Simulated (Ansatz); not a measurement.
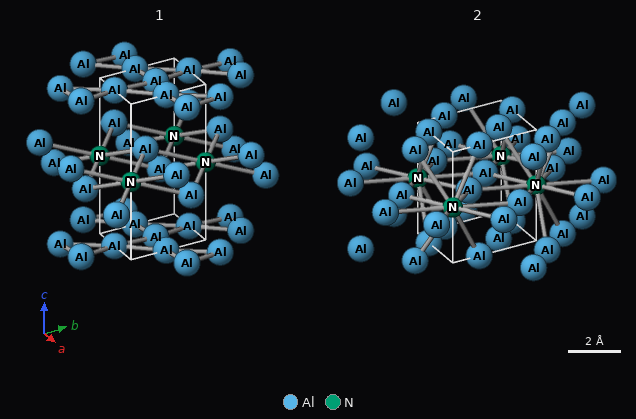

Two geometries of crystalline Al5N (a generated structure, set up in P321) (coarse preliminary run), drawn at one scale. One is the start of a relaxation, the other its converged end. A ball-and-stick model of the cell of the calculation, seen slightly off an axis.

All numbers below come from DFT PBE, scalar-relativistic, plane waves, PAW (Ansatz). Set-up: plane-wave cutoff 420 eV; k-point mesh 6 × 6 × 4; occupations gaussian; smearing width 0.1 eV; no spin polarisation; cell and atoms relaxed; force threshold 0.04 eV/Å; at most 70 steps.

**Which of the two is the end point?**

Structure 2 is the relaxed one. The largest moves relative to the cell, 0.73 Å, are those of Al atoms. N stays in place. Cell: a = b 4.256 → 4.765 Å (+12.0 %), c 6.292 → 4.488 Å (−28.7 %). Volume −10.6 %. Among the contacts that change: Al–N 3.731 → 2.705 Å, Al–Al 2.138 → 2.820 Å, Al–N 2.559 → 2.751 Å. Bonds break: Al–Al (2.14 → 2.82 Å). The space group (tolerance 0.01 Å) goes from P321 (No. 150) to P-62m (No. 189). Over 12 accepted moves (14 points after the start) the energy falls by 6.521 eV per cell of the calculation. The largest force component goes from 2.1 to 0.00043 eV/Å. Pressure: 23.92 GPa at the start and 0.07 GPa at the end. The SCF was repeated twice at an unchanged geometry on a basis and grid sized afresh for the cell, which shifted the energy by 37.5 meV per cell of the calculation at most. The run took 71 s on 1 thread of Intel(R) Xeon(R) Processor @ 2.70GHz, on a shared host, peak memory 0.4 GiB.
